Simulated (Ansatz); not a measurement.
## Single-point calculation, with input and output: AlN (charge −1)

The run: single-point calculation of AlN (P3m1, 10 atoms in the cell, total charge −1). Method and program: DFT, PBE, plane waves, PAW, no spin polarisation (Ansatz 0.2.0).

The structure was built on a prototype by a generator; it need not be a known phase. Figures and captions count atoms from 1; the log counts them from 0 in places.

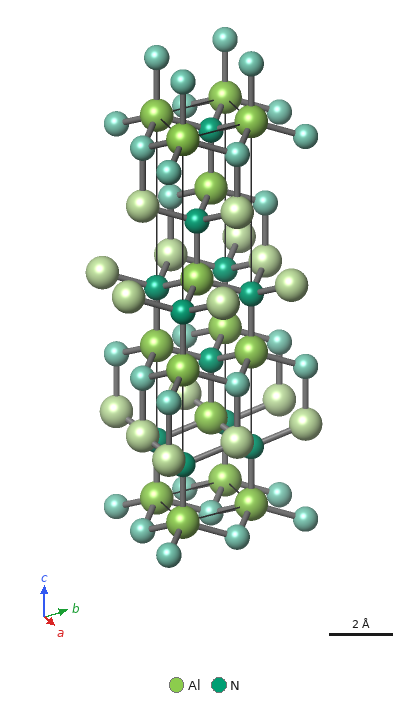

Figure 1. The input geometry (ball-and-stick view of the cell of the calculation, seen slightly off an axis; neighbours outside the cell are drawn fainter). Near neighbours in the crystal (not all of them lie inside the picture): Al has 4 N at 1.90 to 1.91 Å; N has 4 Al at 1.90 to 1.91 Å.

### Input file
```yaml
crystal:
  lattice:
    - [3.1191974441, 0.0, 0.0]
    - [-1.5595987221, 2.701304226, 0.0]
    - [0.0, 0.0, 12.6557345236]
  atoms:
    - { symbol: Al, position: [0.0, 0.0, 0.0005262558] }
    - { symbol: "N", position: [0.0, 0.0, 0.1508837314] }
    - { symbol: Al, position: [0.3333333333, 0.6666666667, 0.1995152787] }
    - { symbol: "N", position: [0.3333333333, 0.6666666667, 0.3499169196] }
    - { symbol: Al, position: [0.0, 0.0, 0.3985715376] }
    - { symbol: "N", position: [0.0, 0.0, 0.5498069008] }
    - { symbol: Al, position: [0.6666666667, 0.3333333333, 0.5992700545] }
    - { symbol: "N", position: [0.6666666667, 0.3333333333, 0.7504907231] }
    - { symbol: Al, position: [0.3333333333, 0.6666666667, 0.7999067583] }
    - { symbol: "N", position: [0.3333333333, 0.6666666667, 0.9511118401] }
basis:
  ecutwfc: 420
kpoints:
  mp_grid: { grid: [9, 9, 3] }
hamiltonian:
  xc: pbe
scf:
  occupations: { method: gaussian, width: 0.02 }
output:
  forces: true
  eigenvalues: true
  stress: true
total_charge: -1
```

Hardware: 1 thread of Intel Xeon (Granite Rapids), 64 GiB of memory available, shared host.

Command:
```bash
ansatz run input.yaml --threads 1 --pin off --max-ram 2560MiB --backend cpu --events-out ev --progress --plain --runs-dir out
```

### Log
```
Engine: ansatz 0.2.0, x86_64-unknown-linux-gnu
Pseudopotentials: kind: paw
Pseudopotential: Al, paw, valence charge 3, recommended cutoff 420 eV (normal), Al.paw.azcp
Pseudopotential: N, paw, valence charge 5, recommended cutoff 420 eV (normal), N.paw.azcp
Functional definition: PBE
  parameter kappa = 0.804
  parameter beta = 0.06672455060314922
  exchange = pbe_x(kappa = kappa, mu = beta*pi^2/3)
  correlation = pbe_c(beta = beta)
Crystal: 10 atoms, lattice volume = 106.636 Å³
Basis set: ecut = 420 eV, 2059 PW (Γ), exchange–correlation on 48×48×180 points (8 copies of the dense FFT grid, shifted against one another)
Bands: 31, of which v1, the nominal top of the filled ones, is band 21 counted from 1 (20 counted from 0)
Symmetry: 6 space group operations
Space group: P3m1 (ITA 156), of the structure as read, at distance tolerance 4.7e-5 Å
k-points: 31 of 243 (time reversal used)
Non-local potential: Al, projectors of the file, l = 0: 2, l = 1: 2, l = 2: 1
Non-local potential: N, projectors of the file, l = 0: 2, l = 1: 2, l = 2: 1
PAW form: soft (Blöchl's): semilocal exchange-correlation on the pseudo side does not see the compensation charge
PAW one-centre angular grid: Al, 110 points (default); XC on 64 Gauss nodes
PAW one-centre angular grid: N, 110 points (default); XC on 64 Gauss nodes
Initial density: superposition of atomic densities (neutral atoms scaled as one to the charged cell's electrons: chi_scale 0, normalization atom), corrected by the library's trained network
Initial wavefunctions: pseudopotential atomic-orbital guess
Functional: x = pbe(κ = 0.804, μ = 0.2195149727645171), c = pbe(β = 0.06672455060314922)
SCF iter   1: F=—  HF=-4610.507511 eV  |F-HF|=—  |Δ(HF+E_count)|=         —  Δρ=4.22e-2  dr2=2.73e0  ethr=1.77e-3  ⟨swp⟩=7.4  Hψ=5248  notcnv=0  defer=2
preconditioner: auto → none  [insulator: Δε(μ)=0.132 eV  Ē_g=12.889 eV  σ=0.020 eV  W_gap=0.63  n_scr=14 (ndim 8)  ℏωp=23.0 eV  f_vac=0.000  D(μ)=2.69/eV (n_scr^D=8)  ε∞_Penn≈4.2]
SCF iter   2: F=—  HF=-4609.873173 eV  |F-HF|=—  |Δ(HF+E_count)|=   6.34e-1  Δρ=8.06e-3  dr2=1.41e-1  ethr=1.77e-3  ⟨swp⟩=2.3  Hψ=1969  notcnv=0  defer=148
SCF iter   3: F=—  HF=-4609.865467 eV  |F-HF|=—  |Δ(HF+E_count)|=   7.71e-3  Δρ=4.00e-3  dr2=1.22e-1  ethr=3.45e-4  ⟨swp⟩=2.2  Hψ=1504  notcnv=0  defer=148
SCF iter   4: F=—  HF=-4609.852204 eV  |F-HF|=—  |Δ(HF+E_count)|=   1.33e-2  Δρ=2.11e-3  dr2=4.68e-3  ethr=2.97e-4  ⟨swp⟩=1.7  Hψ=1041  notcnv=0  defer=148
SCF iter   5: F=—  HF=-4609.853057 eV  |F-HF|=—  |Δ(HF+E_count)|=   8.53e-4  Δρ=8.28e-4  dr2=1.18e-2  ethr=1.14e-5  ⟨swp⟩=2.6  Hψ=1557  notcnv=0  defer=149
SCF iter   6: F=—  HF=-4609.852131 eV  |F-HF|=—  |Δ(HF+E_count)|=   9.26e-4  Δρ=1.98e-4  dr2=3.98e-4  ethr=1.14e-5  ⟨swp⟩=2.4  Hψ=1158  notcnv=0  defer=149
SCF iter   7: F=—  HF=-4609.852105 eV  |F-HF|=—  |Δ(HF+E_count)|=   2.58e-5  Δρ=8.06e-5  dr2=2.57e-5  ethr=9.71e-7  ⟨swp⟩=2.4  Hψ=1223  notcnv=0  defer=149
SCF iter   8: F=—  HF=-4609.851521 eV  |F-HF|=—  |Δ(HF+E_count)|=   5.84e-4  Δρ=2.82e-5  dr2=3.81e-6  ethr=6.26e-8  ⟨swp⟩=2.1  Hψ=1247  notcnv=0  defer=149
SCF iter   9: F=—  HF=-4609.851521 eV  |F-HF|=—  |Δ(HF+E_count)|=   9.29e-9  Δρ=1.18e-5  dr2=1.20e-6  ethr=9.28e-9  ⟨swp⟩=1.1  Hψ=816  notcnv=0  defer=149
SCF iter  10: F=—  HF=-4609.851520 eV  |F-HF|=—  |Δ(HF+E_count)|=   5.45e-8  Δρ=3.90e-6  dr2=1.30e-7  ethr=2.92e-9  ⟨swp⟩=1.0  Hψ=812  notcnv=0  defer=149
SCF iter  11: F=-4609.851520 eV  HF=-4609.851520 eV  |F-HF|=4.96e-9  |Δ(HF+E_count)|=   8.11e-9  Δρ=8.93e-7  dr2=5.62e-9  ethr=2.44e-10  ⟨swp⟩=11.8  Hψ=4040  notcnv=0
SCF 1 converged in 11 iterations: F = -4609.851520 eV  dr2 = 5.62e-9
  greatest PAW one-centre occupation: 0.796 electrons in one spin orbital (limit 2), on the N atom at site 1 (counted from 0), in its partial waves of l = 0
```

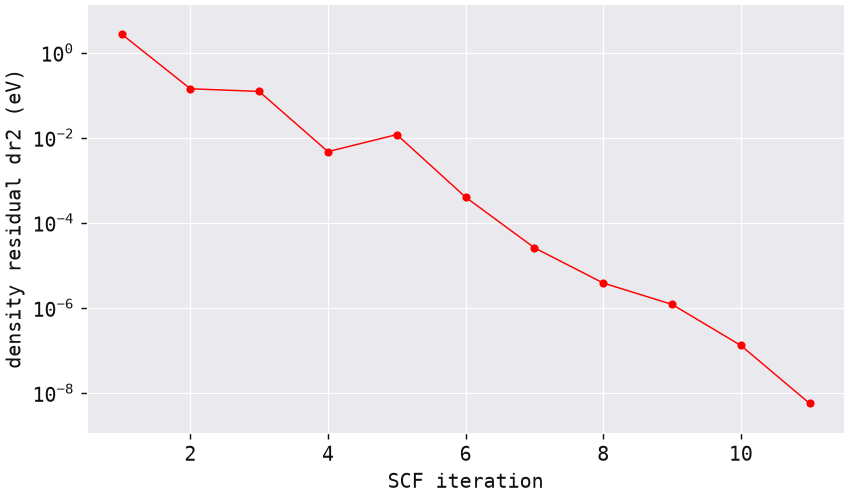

Figure 2. Convergence of the self-consistent field: density residual dr2 against the SCF iteration. The residual comes down, with one marked jump up, by a factor of about 2.5, at step 5.

```
SCF converged after 11 iterations
Free energy (F): -4609.851520 eV
Harris-Foulkes:  -4609.851520 eV  (|F-HF|=4.96e-9)
Internal energy: -4609.850892 eV  (E = F + TS)
E sigma→0 (E₀):  -4609.851206 eV
Entropy (-TS):   -0.000628 eV (-0.063 meV/atom)
Fermi energy:    11.531543 eV
--- Per-component energies (eV) ---
  E_band       = 74.871902
  E_kinetic    = 808.987539
  E_local      = -1121.803675  (includes V_loc(G=0)·N_el)
  E_nonlocal   = 279.538931
  E_hartree    = 387.927494
  E_xc         = -517.763871
  E_vxc        = -551.058428  (∫ρ·V_xc dr)
  E_paw        = -2976.134143  (= ΣΔE_a)
  E_vpaw       = -116.647773  (= ΣTr[D̂ρ^β])
  E_aug_tail   = 0.000486  (compensation charges beyond the density's cutoff)
  E_ewald      = -1470.603653
  E_smearing   = -0.000628  (= −TS)
  E_closure    = 0.000000  (closes the sum)
  E_deformation_potential = -16.821334  (in the stress; not in F)
  Σ components = -4609.851520   (vs F -4609.851520, Δ=0.00e0)
--- Forces (eV/Å), atoms counted from 1 ---
  atom   1  Al     0.00000000     0.00000000    -0.86718282
  atom   2  N      0.00000000     0.00000000     0.26432918
  atom   3  Al    -0.00000000    -0.00000000     0.13489969
  atom   4  N      0.00000000    -0.00000000    -0.63666433
  atom   5  Al     0.00000000     0.00000000     0.92700234
  atom   6  N      0.00000000    -0.00000000    -0.36957599
  atom   7  Al     0.00000000     0.00000000     0.23429078
  atom   8  N     -0.00000000    -0.00000000    -0.01083006
  atom   9  Al     0.00000000     0.00000000    -0.24065867
  atom  10  N     -0.00000000    -0.00000000     0.56441397
  max |Σ_I F_I| component: 2.41e-5 eV/Å
--- Stress (GPa, compression-positive) ---
       -5.789936       0.000000       0.000000
       -0.000000      -5.789936       0.000000
        0.000000       0.000000      -4.624219
  P = ⅓ Tr σ = -5.4014 GPa (-54.014 kbar)
--- Band table (eV; the first three rows and the last of 31) ---
  k-point 0: bands = ["-8.4595", "-7.7069", "-7.5793", "-6.6475", "-6.2508", "1.0889", "1.5604", "4.2302", "4.2664", "5.7021", "5.7021", "6.1276", "6.1276", "6.3802", "6.3802", "6.6165", "6.6165", "6.7089", "6.8635", "6.8635", "10.5632", "12.3816", "12.4051", "13.2008", "13.8272", "16.4244", "16.5888", "17.4994", "17.4994", "17.5199", "17.7339"]
  k-point 1: bands = ["-8.4450", "-7.8750", "-7.2903", "-6.8805", "-6.1500", "0.8314", "2.1575", "3.1442", "5.3382", "5.7018", "5.7018", "6.1298", "6.1298", "6.3153", "6.3744", "6.3744", "6.6217", "6.6217", "6.8616", "6.8616", "10.8958", "11.6601", "12.8822", "13.2498", "13.7559", "16.5012", "16.6465", "17.0204", "17.4676", "17.4676", "17.9549"]
  k-point 2: bands = ["-8.3069", "-7.5659", "-7.4353", "-6.5435", "-6.1465", "1.2415", "1.7072", "4.0799", "4.1138", "5.1169", "5.5332", "5.6082", "5.7971", "6.0033", "6.0469", "6.2383", "6.3536", "6.5078", "6.6605", "6.8105", "11.2812", "12.7321", "12.7784", "13.7194", "14.2897", "15.3798", "15.9196", "16.5330", "17.3670", "17.7475", "17.9022"]
  k-point 30: bands = ["-6.3115", "-6.0161", "-5.7621", "-5.4593", "-5.3704", "1.8565", "1.9053", "2.0033", "2.4659", "2.5227", "2.5700", "3.0936", "3.6550", "3.6571", "3.8870", "4.7063", "4.7642", "5.6049", "5.6450", "5.7399", "11.9121", "12.9026", "13.0208", "13.1827", "14.2825", "14.9148", "14.9807", "16.6219", "16.7184", "16.8239", "18.0688"]
```

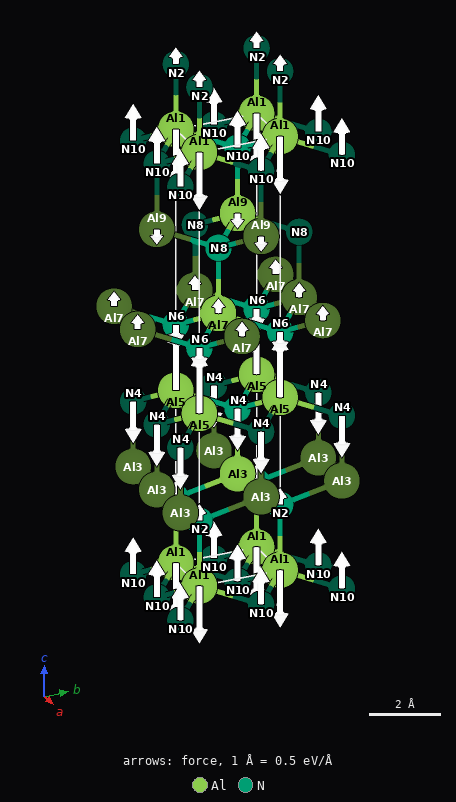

Figure 3. Forces on the atoms as white arrows (ball-and-stick view of the cell of the calculation, seen slightly off an axis; neighbours outside the cell are drawn fainter; atoms are numbered from 1 in the order of the input); the smallest are left out. The largest act on Al5 (0.93 eV/Å); Al1 (0.87 eV/Å); N4 (0.64 eV/Å); N10 (0.56 eV/Å), among others. The geometry is not a stationary point of this energy.

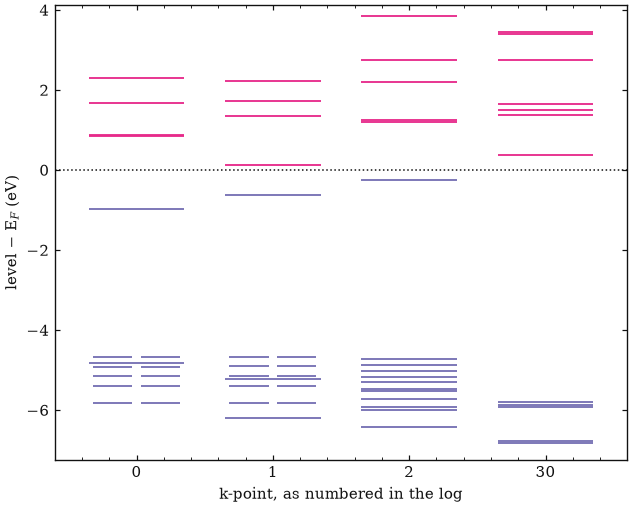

Figure 4. Kohn–Sham levels near the Fermi level (dotted) at the few k-points that the log prints; levels within 0.02 eV of each other stand side by side. The system is metallic on the full mesh.

### Results in brief

```tsv
quantity	value
outcome	converged
space group (tolerance 0.01 Å)	P3m1 (156)
electrons treated	41
free energy	−4609.8515 eV
Fermi energy	11.532 eV
gap on the k-point mesh	none (metallic)
pressure	−5.40 GPa
largest force (length of the vector)	0.927 eV/Å
wall time	6.4 s
peak memory	0.42 GiB
```

### Notes

Settings chosen away from the usual ones: total_charge set to -1. The cell holds an odd number of electrons but the run has no spin polarisation, so it comes out as a metal.
